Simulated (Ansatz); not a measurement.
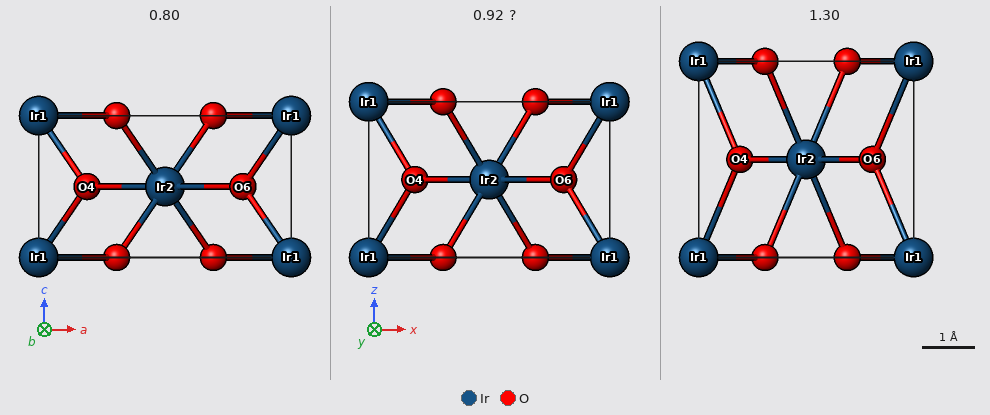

Energy scan for crystalline IrO$_{2}$ (P4_2/mnm), in which the ratio of the cell's length along z to its lengths across, counted as 1 for the reference, is changed at fixed volume (a c/a path), with the atoms kept at their fractional coordinates. x, y and z are the Cartesian axes of the input. The picture is a ball-and-stick view of the cell of the calculation, seen along the b axis.

The calculation used DFT PBE, scalar-relativistic, plane waves, PAW in Ansatz. Set-up: plane-wave cutoff 420 eV; k-point mesh 12 × 12 × 16; occupations gaussian; smearing width 0.15 eV; no spin polarisation. Energies (free energies at the smearing named) are counted from the relaxed crystal.

| axial ratio over its reference value | energy change (meV/atom) |
| --- | --- |
| 0.80 | 399 |
| 0.85 | 230 |
| 0.92 | ? |
| 0.96 | 16 |
| 1.00 | 0 |
| 1.05 | 24 |
| 1.10 | 90 |
| 1.20 | 315 |
| 1.30 | 573 |

Fill in the missing row.

A straight line between the two neighbours gives 94 meV/atom. A cubic through the four nearest rows (0.80, 0.85, 0.96, 1.00) gives, with Lagrange weights, (−0.1400)(399) + (0.4655)(230) + (0.9545)(16) + (−0.2800)(0) = 66 meV/atom. The calculation gives 64 meV/atom, so the cubic is 2 meV/atom too high and the straight line 30 meV/atom too high, as the curve bends upwards here.

The whole profile:

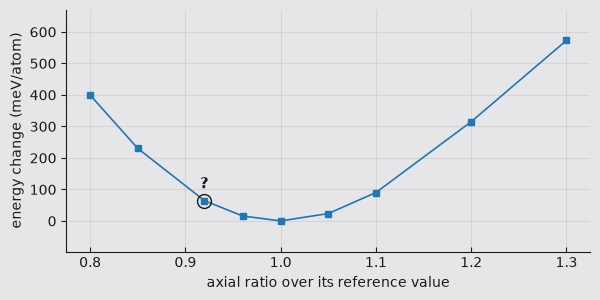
